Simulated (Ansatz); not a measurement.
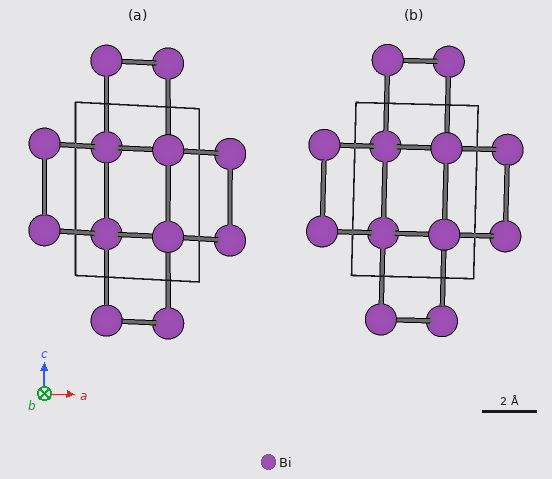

The structure of solid Bi (built on the database_11 type) before (left) and after (right) a relaxation, at one scale.

The picture is a ball-and-stick view of the cell of the calculation, seen along the b axis.

Case: structure listed in a database for this formula (P2_1/m, No. 11).

Theory: DFT r2SCAN, scalar-relativistic, plane waves, PAW (Ansatz 0.2.0). Settings: plane-wave cutoff 500 eV; k-point mesh 10 × 10 × 8; occupations gaussian; smearing width 0.1 eV; no spin polarisation; cell and atoms relaxed; force threshold 0.01 eV/Å; at most 80 steps.

**What changed between the two?**

After 3 accepted moves (4 points after the start) the energy has fallen by 3.8 meV per atom. The largest force component goes from 0.0022 to 0.00057 eV/Å. The pressure goes from 0.06 to −0.02 GPa. At 1 point the geometry stayed and the basis and grid were re-selected for the new cell (energy shift of 0.1 meV per atom at most each time). The largest moves relative to the cell, 0.011 Å, are those of Bi atoms. The volume changes by +0.2 %, with a 4.658 → 4.598 Å (−1.3 %), b 4.526 → 4.596 Å (+1.5 %), c 6.521 → 6.512 Å (−0.1 %), β 93.0° → 90.0°. Some distances before and after: Bi–Bi 3.243 → 3.250 Å. Bond angles that change, for instance: Bi–Bi–Bi 92.5° → 90.0°, Bi–Bi–Bi 87.5° → 90.0°, Bi–Bi–Bi 87.6° → 90.0°. The space group (tolerance 0.01 Å) goes from P2_1/m (No. 11) to Pm-3m (No. 221). The run took of the order of 13 core-minutes on a shared host.
